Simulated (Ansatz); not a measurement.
```
Sn O
1.0
    -4.72127    0.00000    3.19002
     4.72127    0.00000    3.19002
     0.00000    4.72425   -3.19002
Sn O
4 8
Direct
  0.25000 0.75000 0.50000
  0.75000 0.25000 0.50000
  0.50000 0.50000 0.00000
  0.00000 0.00000 0.00000
  0.00050 0.30607 0.30657
  0.50050 0.80607 0.30657
  0.94393 0.74950 0.19343
  0.44393 0.24950 0.19343
  0.55607 0.75050 0.80657
  0.05607 0.25050 0.80657
  0.99950 0.69393 0.69343
  0.49950 0.19393 0.69343
```

Space group P4₂/mnm; a structure from a database of computed crystals, not necessarily the ambient phase.

The calculation used DFT LDA, scalar-relativistic, plane waves, PAW (Ansatz 0.2.0).

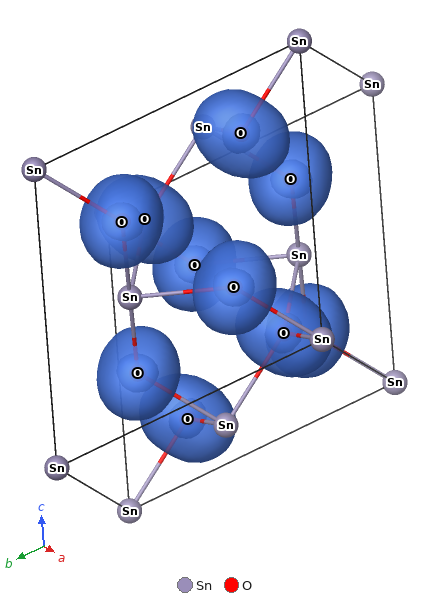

SnO2. Isosurface of the ELF at 0.7 (blue), seen at an oblique angle. Only the valence region is drawn (cores and ρ < 0.01 e/Å³ removed). Sticks mark near contacts.

Core electrons are frozen (PAW), and the valence fields are smoothed inside the atomic spheres.

What do the ELF domains correspond to?

The ELF exceeds this value in eight regions wrapped around O (the valence shell of each), counted in one cell of 12 atoms. Regions shared between cells count once.

Values along the shortest contacts:
Sn–O (2.04 Å): the ELF peaks at about 0.80 in the valence shell of O, 0.6 Å from its nucleus, and is about 0.25 at the midpoint (no localised pair shows between them).
